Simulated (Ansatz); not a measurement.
System: Si.

Input

```
crystal:
  lattice:
    - [0.0, 2.72185119, 2.72185119]
    - [2.72185119, 0.0, 2.72185119]
    - [2.72185119, 2.72185119, 0.0]
  atoms:
    - { symbol: Si, position: [0.75, 0.75, 0.75] }
    - { symbol: Si, position: [0.5, 0.5, 0.5] }
basis:
  ecutwfc: 420
kpoints:
  mp_grid: { grid: [8, 8, 8] }
hamiltonian:
  xc: pbe
scf:
  occupations: { method: gaussian, width: 0.02 }
output:
  forces: true
  stress: true
  eigenvalues: true
  write_density: true
  write_potential: true
  elf: true
  volumetric_format: npy
relax:
  adjacent_minimum: "off"
  f_tol: 0.005
  max_steps: 80
  cell: { stress_tol: 0.05 }
```

Launched as:

```sh
ansatz run input.yaml --threads 8 --pin off --max-ram 20480MiB --backend cpu --events-out ev --progress --plain --runs-dir out
```

Below, planes, directions and counts refer to the conventional cell (a = 5.47 Å, b = 5.47 Å, c = 5.47 Å, α = 90.00°, β = 90.00°, γ = 90.00°).

The fields are those of the relaxed geometry.

Space group Fd-3m; a structure from a database of computed crystals, not necessarily the ambient phase.

Computed with DFT PBE, scalar-relativistic, plane waves, PAW (Ansatz 0.2.0).

Q: What will maps of the valence pseudo-density and electron localisation function show?

A: Si–Si (2.37 Å): ρ is about 0.56 e/Å³ halfway; the ELF peaks at about 0.95 between the atoms, as expected for a covalent bond.

Q: Metal or insulator at this level of theory?

A: It is gapped, with a Kohn–Sham gap of 0.65 eV on the k-point mesh, an upper bound to the gap of this method.

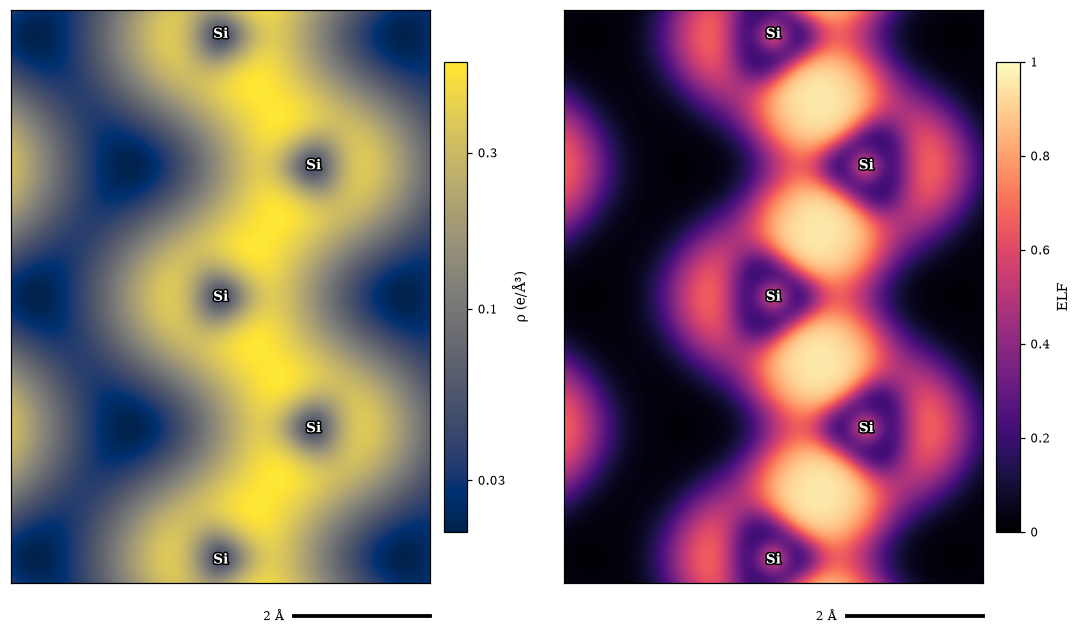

Computed valence pseudo-density and electron localisation function on the (110) plane of the conventional cell, in this order. 

In a PAW calculation such maps are meaningful between the atoms, not at the nuclei.
